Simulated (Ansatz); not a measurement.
Al (C2/c, No. 15): a calculation's starting geometry; the starting structure was generated, so it need not be a known form of this composition.

```cif
data_structure
_symmetry_space_group_name_H-M 'C2/c'
_symmetry_Int_Tables_number 15
_cell_length_a 2.8029
_cell_length_b 8.7589
_cell_length_c 2.8823
_cell_angle_alpha 90.000
_cell_angle_beta 90.607
_cell_angle_gamma 90.000
_cell_volume 70.76
loop_
_atom_site_label
_atom_site_type_symbol
_atom_site_symmetry_multiplicity
_atom_site_Wyckoff_symbol
_atom_site_fract_x
_atom_site_fract_y
_atom_site_fract_z
_atom_site_occupancy
Al1 Al 4 e 0.50000 0.86455 0.75000 1
```

Q: What will an iDPC-like image along [1 0 -1] show? Simulated as the projected potential of neutral atoms (B = 0.5 Å²) blurred by a 1.05 Å probe, the thin-sample limit of integrated differential phase contrast. Shot noise was added.

A: The columns repeat on a centred rectangular net of 2.00 × 8.76 Å (plane group c2mm). All columns are alike (Al). The shortest distance between visible columns is 2.00 Å in projection. Along the beam the structure repeats every 4.04 Å.

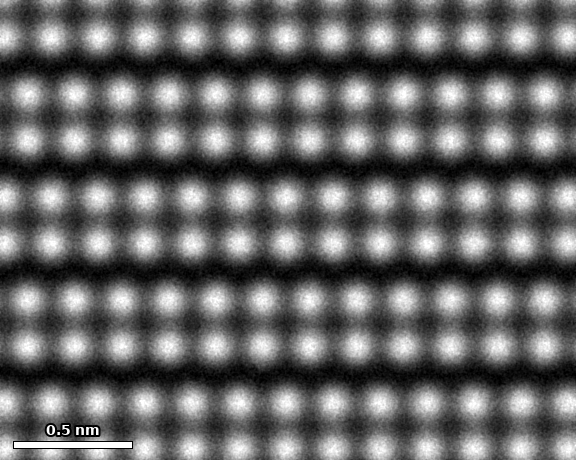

The simulated image.
